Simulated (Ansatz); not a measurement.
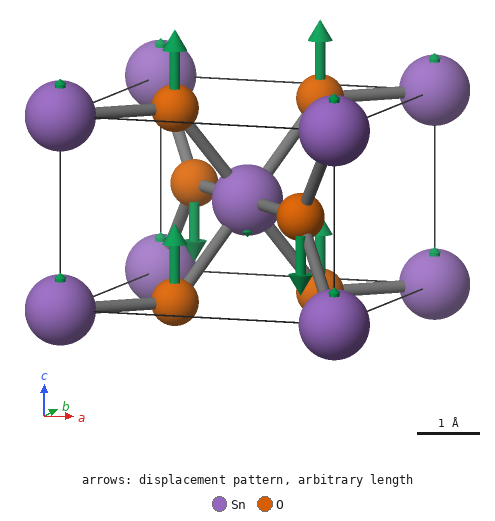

Normal modes of crystalline SnO2, space group P4₂/mnm (No. 136), at the zone centre. The optical levels lie at 119, 151, 241 (×2), 284 (×2), 372, 460, 466 (×2), 563, 598 (×2), 625, 764 cm⁻¹. One mode is drawn. The green arrows are the displacements of the atoms (eigenvector over the root of the mass), of arbitrary overall length and sign. The picture is a ball-and-stick view of the cell of the calculation, seen slightly off an axis.

All numbers below come from Ansatz, DFT r2SCAN, scalar-relativistic, plane waves, PAW. Set-up: plane-wave cutoff 500 eV; k-point mesh 6 × 6 × 8; occupations gaussian; smearing width 0.05 eV; no spin polarisation.

Frequencies are those without the non-analytic (LO–TO) term.

Which of these frequencies is the drawn mode's?

Answer. The level at 563 cm⁻¹. This is the B₁u mode, optical level 8 of 11, counted from below, silent by symmetry (neither infrared- nor Raman-active). All motion is along c; atoms of one kind move against one another, with no net shift of any sublattice; it stretches the shortest O–Sn bonds (2.07 Å); the kinetic energy is shared as O 92 %, Sn 8 %.
